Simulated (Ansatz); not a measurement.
```
Al N
1.0
     2.37356   -2.37356    0.00000
     2.37356    2.37356    0.00000
     0.00000    0.00000    3.70275
Al N
2 2
Direct
  0.00000 0.00000 0.00000
  0.50000 0.50000 0.50000
  0.50000 0.00000 0.25000
  0.00000 0.50000 0.75000
```

Space group I-4m2; a structure from a database of computed crystals, not necessarily the ambient phase; computed pressure about −6 GPa in this cell.

The calculation used DFT r2SCAN, scalar-relativistic, plane waves, PAW in Ansatz.

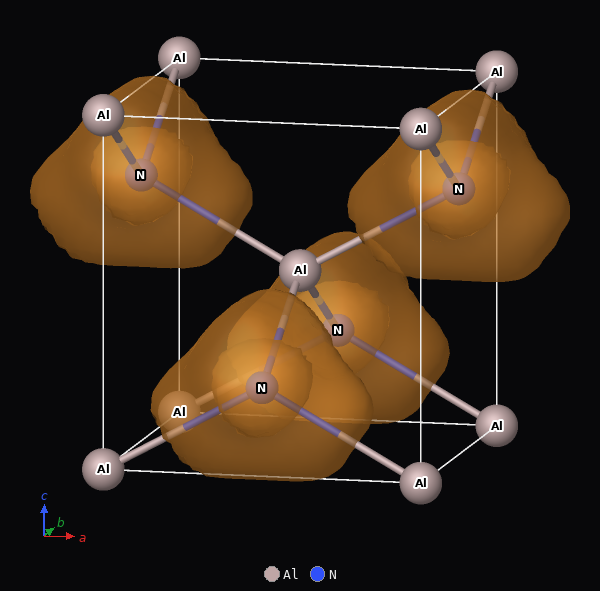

AlN. Isosurface of the electron localisation function at 0.75 (orange), seen slightly off an axis. Core shells and regions of very low density are left out. Sticks mark near contacts.

Core electrons are frozen (PAW), and the valence fields are smoothed inside the atomic spheres.

Identify the bonds, lone pairs and shells in this picture.

At this value the surface marks out two regions on N in which the atom's valence shell and bonds are merged, counted in one cell of 4 atoms. Regions shared between cells count once. Profiles from the grid: Al–N (1.92 Å): the ELF peaks at about 0.90 in the valence shell of N, 0.8 Å from its nucleus, and is about 0.85 at the midpoint.

Does the calculation make it a metal, or give it a gap?

It is gapped, with a Kohn–Sham gap of 3.3 eV on the k-point mesh (the band edges may lie off the mesh, which would make the gap smaller).
